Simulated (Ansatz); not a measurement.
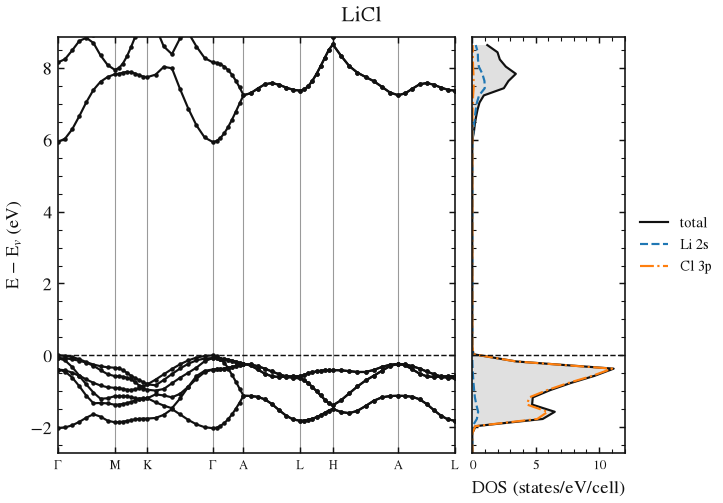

Band structure and density of states of LiCl, space group P6_3mc (No. 186), 4 atoms in the cell. Level of theory: DFT, PBE, PAW with Ansatz's default frozen-core files, scalar-relativistic, no spin polarisation, 10×10×6 k mesh, Fermi-Dirac smearing of 0.05 eV; code Ansatz. Energies are counted from the top of the valence band. The path runs straight from each named point to the next. The partial curves are projected on Löwdin-orthogonalised atomic shells; they sum to less than the total at higher energies, where shells without a projector contribute.

The material is gapped. The gap along this path is 5.94 eV and direct: both edges lie at Γ. The top valence level at Γ is a single band, not degenerate (spin aside). The next level lies only 0.07 eV lower. The top valence band spans 0.8 eV and the lowest conduction band 2.7 eV. The direct gaps are 9.06 eV at H, 7.94 eV at L and 8.16 eV at M.
